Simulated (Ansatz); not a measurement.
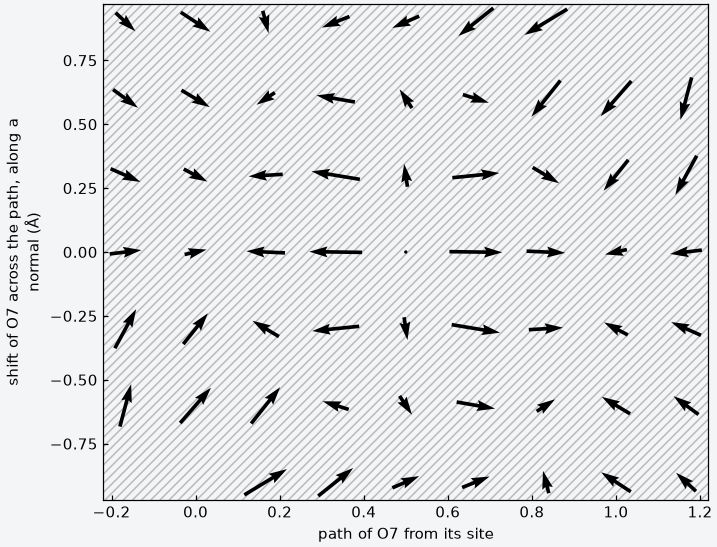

SnO₂ (R-3m phase) with one O vacancy (11 atoms in the cell, cell charge +2). An atom moved over a plane that holds its own site and a neighbouring vacancy (x along [1 0 0], y along [1 2 0], z along [0 0 1] of the conventional cell). First axis: path of O7 from its site (0) to the vacancy (1), 2.693 Å. Second axis: shift of O7 across the path, along a normal. Nothing is relaxed (all other atoms held at the sites of the perfect crystal). Grid: 9 × 7 points; 30 points were computed and 29 follow by symmetry. At 4 points there is no value (left out of the scan, as a rule where atoms come close). Points are written as (first, second). The band gap closes in part of the range. The cell is charged on a uniform background, without a charge correction. The calculation used DFT PBEsol+D3(BJ), scalar-relativistic, plane waves, PAW (Ansatz). Settings: cutoff 420 eV, k-mesh 6×6×6, gaussian smearing 0.05 eV, no spin polarisation.

The picture shows arrows along the force (downhill), their lengths compressed, hatched blanks where no value was computed.

The arrows alone are given. Where are the wells?

The arrows converge at about (0.055, 0.0 Å); about (0.94, −0.1 Å) (read from the interpolated surface).

The energy map of the same scan:

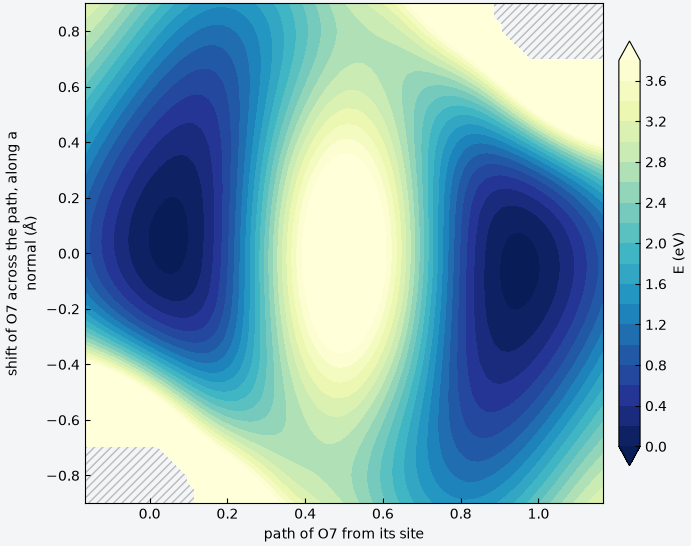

Energies are in eV, from the lowest grid point; between grid points the surface is interpolated.
